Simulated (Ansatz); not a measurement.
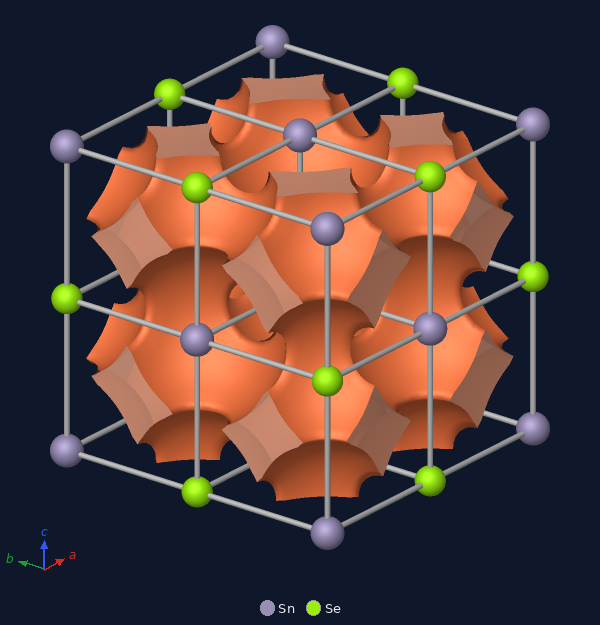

The orange surface encloses the points that the centre of a probe sphere of radius 0.25 Å can occupy in SnSe (Fm-3m, No. 225), computed on a grid of about 0.12 Å (1×1×1 cells shown, view from a free direction; pale faces close the region where the box cuts it).

The atoms' radii are covalent radii (Cordero): Sn 1.39 Å, Se 1.20 Å.

The cell is taken from the input geometry of an electronic-structure calculation (not necessarily at equilibrium).

```cif
data_structure
_symmetry_space_group_name_H-M 'Fm-3m'
_symmetry_Int_Tables_number 225
_cell_length_a 5.9698
_cell_length_b 5.9698
_cell_length_c 5.9698
_cell_angle_alpha 90.000
_cell_angle_beta 90.000
_cell_angle_gamma 90.000
_cell_volume 212.75
loop_
_atom_site_label
_atom_site_type_symbol
_atom_site_symmetry_multiplicity
_atom_site_Wyckoff_symbol
_atom_site_fract_x
_atom_site_fract_y
_atom_site_fract_z
_atom_site_occupancy
Sn1 Sn 4 a 0.00000 0.00000 0.00000 1
Se1 Se 4 b 0.50000 0.00000 0.00000 1
```

Question: Is the space open to the probe made of pockets or channels?

Answer: Where they connect, they form a three-dimensional network.

Question: What share of the cell can the probe's centre reach?

Answer: About 42 % of the volume (88 Å³ of 212.8 Å³).

Question: Give the largest included and the largest free sphere.

Answer: The largest sphere that fits anywhere has a diameter of 2.39 Å; the largest that can travel through the crystal, about 1.5 Å.

Question: How does the connectivity change as the probe shrinks?

Answer: Below a radius of about 0.73 Å the space forms a three-dimensional network. These are grid estimates, good to about 0.05 Å.
